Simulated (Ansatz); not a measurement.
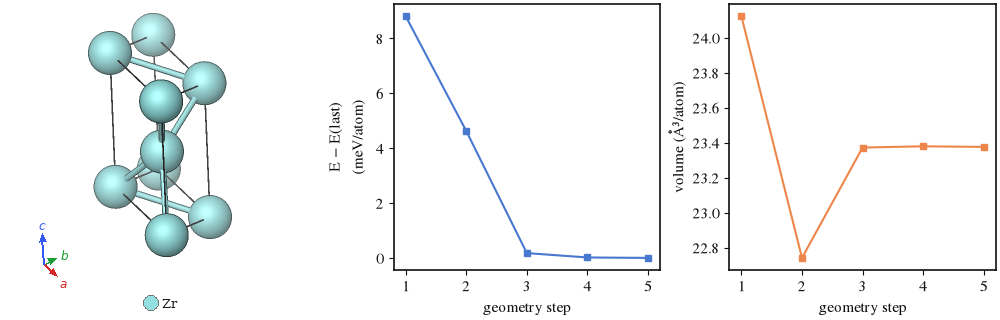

Beside the plot: the structure at the start.

History of a geometry optimisation. Atoms and cell relax. A closing SCF on a freshly chosen basis isn't drawn.

The run: Zr (I4_1/amd, 2 atoms in the cell), by DFT r2SCAN, scalar-relativistic, plane waves, PAW in Ansatz; cutoff 500 eV, 20×20×20 k-mesh, Gaussian smearing of 0.1 eV.

How did the optimisation end?

The optimisation met its thresholds at geometry 5, counting the start as the first. The energy fell by about 8.8 meV/atom from the first step to the last. All forces vanish by symmetry, so only the cell moves.

Was the starting cell too large or too small?

The volume shrinks from 24.1 to 23.4 Å³ per atom (−3 %), overshooting to 22.7 at step 2. The start was expanded.
